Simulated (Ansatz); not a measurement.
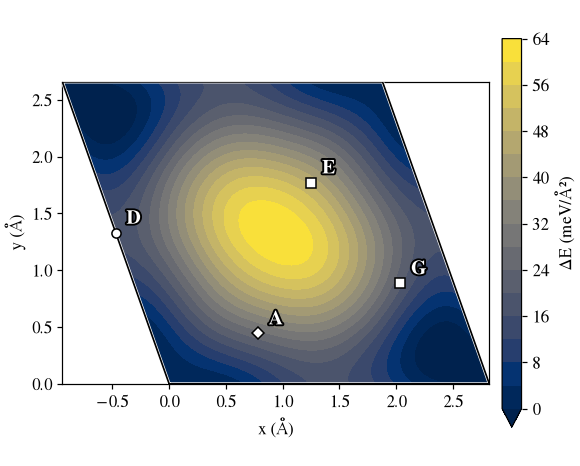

Ti (Im-3m, No. 229; 4 atoms in the cell). 
- Gamma surface: rigid slide across a plane, one fault a cell; the plane is (0 1 1) of the conventional cell.
- Places are given modulo a cell vector. The map is drawn in real space over the plane of the slide.
- Nothing is relaxed (rigid halves, spacing across the cut fixed).
- The grid has 6 × 6 points; 13 points were computed and 23 follow by symmetry.
- Energies are in meV/Å², from the lowest grid point.
- Method: Ansatz 0.2.0, DFT PBE, scalar-relativistic, plane waves, PAW. Settings: cutoff 520 eV, k-mesh 16×16×5 in the order of the run's cell vectors, gaussian smearing 0.15 eV, no spin polarisation.

Drawn: filled contours, the outline of one cell of the plane, lettered points. Between grid points the surface is interpolated.

### Is E the lowest point of the computed grid?

No. E lies 46.4 meV/Å² above the lowest grid point, which is at (0/6, 0/6) of the cell vectors.

### Rank the lettered points by energy, lowest first.

D (17.0 meV/Å²), G (20.8 meV/Å²), A (26.5 meV/Å²), E (46.4 meV/Å²).

PAW datasets: the set soft_1.
